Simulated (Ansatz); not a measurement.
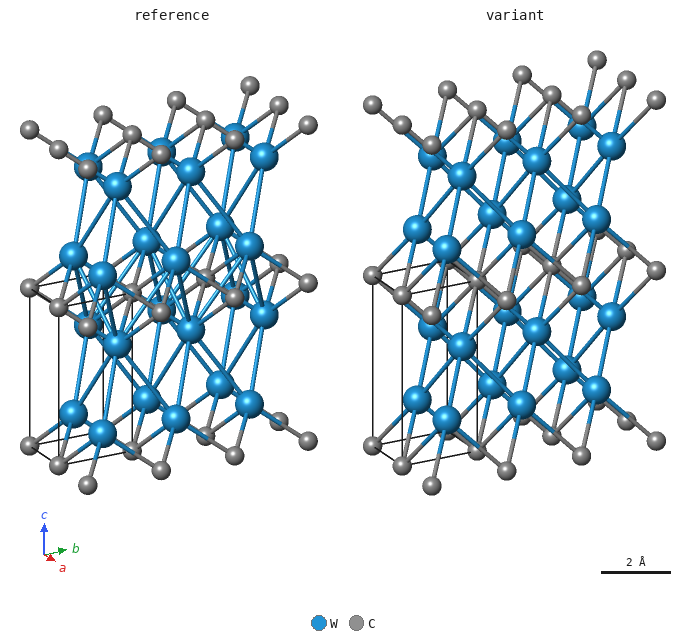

Left: a symmetric starting cell of W₂C. Right: the same structure after one change, at the same scale. The picture is a ball-and-stick view of the cell of the calculation, repeated 2 × 3 × 2 with one cell outlined, seen slightly off an axis.

Level of theory: DFT r2SCAN, scalar-relativistic, plane waves, PAW (Ansatz 0.2.0). Set-up: plane-wave cutoff 500 eV; k-point mesh 15 × 15 × 10; occupations gaussian; smearing width 0.1 eV; no spin polarisation.

What distinguishes the right structure from the left one?

Answer. The cell is strained by +7.9 % along c and +1.9 % across it (volume +12.0 %) and the W atoms are displaced by 0.33 Å relative to the cell. No relaxation follows. The starting cell wasn't computed here and needn't be at equilibrium, so pressure and forces aren't due to the change alone.

What does the change do?

Answer. Some distances before and after: W–W 2.962 → 3.693 Å, W–W 2.908 → 2.568 Å, C–W 2.133 → 2.420 Å. The space group stays P-3m1 (No. 164). The pressure is −20.4 GPa (not all of it need come from the change, since the unchanged cell can be under pressure at this level too). The principal stresses (compression positive) are −29.0 GPa along c and −16.1 GPa across it. The largest forces, 5.1 eV/Å, act on 2 W atoms of the calculation's cell. The forces point straight back along the displacements (cosine −1.00).
